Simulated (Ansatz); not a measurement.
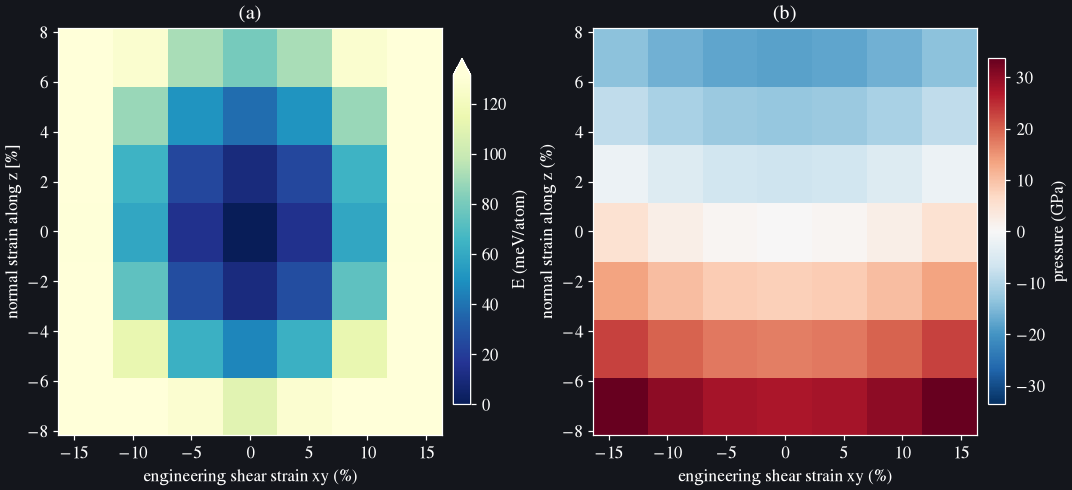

Ta2N (P-3m1, No. 164; 3 atoms in the cell). The energy is mapped over two homogeneous strains (x along [1 0 0], y along [1 2 0], z along [0 0 1] of the conventional cell). Coordinates scanned: (1) engineering shear strain xy; (2) normal strain along z. Nothing is relaxed (fractional coordinates fixed). The grid has 7 × 7 points; 28 points were computed and 21 follow by symmetry. Points are written as (first, second). Energies: meV/atom, counted from the lowest grid point. Method: DFT LDA, scalar-relativistic, plane waves, PAW in Ansatz. Settings: cutoff 520 eV, k-mesh 15×15×8 in the order of the run's cell vectors, gaussian smearing 0.15 eV, no spin polarisation.

Panel (a) is the energy and panel (b) the computed pressure on the same grid.

In the figure: one coloured cell a grid point, one colour for all values above the top of the scale.

Q: How does the pressure vary over the map, and what is it at the lowest grid point?

A: It runs from −18.2 GPa at (0.0 %, 7.00 %) to 33.7 GPa at (−14.0 %, −7.00 %). At the lowest grid point, (0.0 %, 0.00 %), it is 0.0 GPa.

PAW datasets: the set soft_1.
